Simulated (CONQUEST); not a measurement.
# A series of single points on NbAs

System: NbAs (8 atoms in the cell).
Method: Kohn-Sham DFT of a periodic cell, PBEsol, PseudoDojo NC PBEsol, no spin polarisation (CONQUEST 1.3).

The 7 runs differ only in the geometry, by an even scaling of the cell at fixed fractional positions. The structure derives from an entry of the Crystallography Open Database.

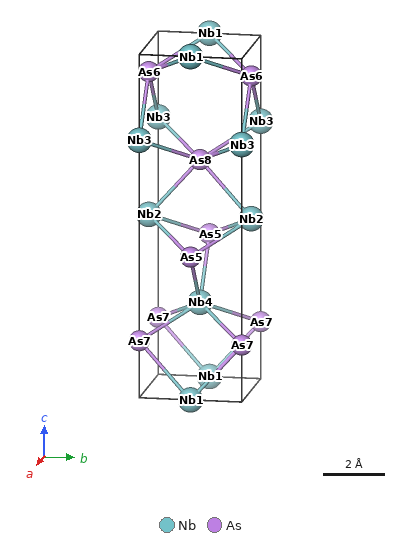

Figure 1. The structure of run 4 (ball-and-stick view of the cell of the calculation, seen slightly off an axis; atoms are numbered from 1 in the order of the input). An atom can appear more than once, as a periodic image.

## Input of run 4
```
IO.Title NbAs
IO.Coordinates coords.dat
IO.FractionalAtomicCoords T
IO.Iprint 2
IO.Iprint_init 1
General.NumberOfSpecies 2
General.PseudopotentialType hamann
AtomMove.TypeOfRun static
AtomMove.FullStress T
Grid.PointsAlongX 36
Grid.PointsAlongY 36
Grid.PointsAlongZ 120
DM.SolutionMethod diagon
Diag.MPMesh T
Diag.GammaCentred T
Diag.MPMeshX 8
Diag.MPMeshY 8
Diag.MPMeshZ 3
Diag.kT 0.00183747
minE.SCTolerance 1e-6
SC.MaxIters 100
IO.AtomChargeOutput T
%block ChemicalSpeciesLabel
1 92.910 Nb
2 74.920 As
%endblock
```

Command:
```bash
OMP_NUM_THREADS=1 Conquest
```

Lattice vectors (Å) and fractional positions of run 4:
```
   3.451700    0.000000    0.000000
   0.000000    3.451700    0.000000
   0.000000    0.000000   11.680000
Nb  0.000000  0.500000  0.000000
Nb  0.500000  0.000000  0.500000
Nb  0.000000  0.000000  0.750000
Nb  0.500000  0.500000  0.250000
As  0.000000  0.500000  0.416000
As  0.500000  0.000000  0.916000
As  0.000000  0.000000  0.166000
As  0.500000  0.500000  0.666000
```

Run 6 has the same physical settings and fractional positions; its lattice vectors (Å) are:
```
   3.497122    0.000000    0.000000
   0.000000    3.497122    0.000000
   0.000000    0.000000   11.833702
```

## Results, with one run withheld

| run | volume per atom (Å³) | free energy per atom, from the lowest run given (meV) | pressure (GPa) |
| --- | --- | --- | --- |
| 1 | 16.351 | 42.56 | 13.27 |
| 2 | 16.699 | 18.98 | 8.41 |
| 3 | 17.047 | 5.24 | 4.29 |
| 4 | 17.395 | 0.00 | 0.36 |
| 5 | 17.743 | 3.18 | −3.23 |
| 6 | 18.091 | ? | ? |
| 7 | 18.438 | 30.66 | −8.94 |

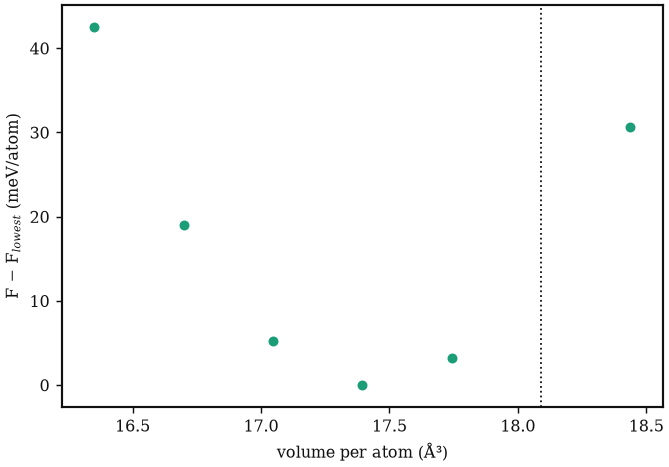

Figure 2. Free energy per atom of the runs given; the dotted line marks run 6.

Fit the runs given and predict run 6.

A cubic polynomial in V^(−2/3) (the Birch–Murnaghan form), fitted to the 6 runs given, misses them by at most 0.10 meV per atom. With x = V^(−2/3) − 0.14975 Å⁻², it reads F = 1.1035 + 2065.2 x + 1.0141e+06 x² − 1.8083e+06 x³ (meV per atom). At run 6 it gives 13.55 meV per atom, and the run itself gives 13.90. The slope of the fit gives a pressure −dF/dV of −6.40 GPa there, and the run prints −6.39 GPa. The fit has its minimum at 17.433 Å³ per atom, where V d²F/dV² gives 184 GPa. Cell shape and fractional positions are held, so this is the stiffness under even scaling; the relaxed bulk modulus wasn't computed.

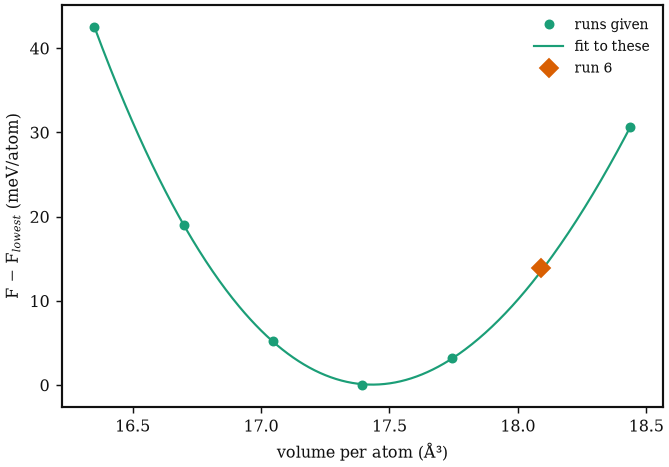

Figure 3. The fit and the withheld run.

## Some lines of the output (run 6)
```
[...]
          DFT Total Energy                 :      -672.715547971388560 Ha
          Free Energy (E-TS)               :      -672.851970496421018 Ha
          DFT Total Energy                 :      -672.843289374344522 Ha
          Free Energy (E-TS)               :      -672.849006567386027 Ha
          DFT Total Energy                 :      -672.847812135638605 Ha
          Free Energy (E-TS)               :      -672.848871757966549 Ha
          DFT Total Energy                 :      -672.848070514910319 Ha
          Free Energy (E-TS)               :      -672.848853643764869 Ha
          DFT Total Energy                 :      -672.848107701668141 Ha
          Free Energy (E-TS)               :      -672.848853814208042 Ha
          DFT Total Energy                 :      -672.848108146116601 Ha
      | Free Energy as E-TS      =      -672.848853814208042 Ha
      |* DFT total energy        =      -672.848108146116601 Ha
    force: Average pressure:     -6.38968534 GPa
```

Notes: With a small basis of atomic orbitals these values can differ much from converged plane-wave results.
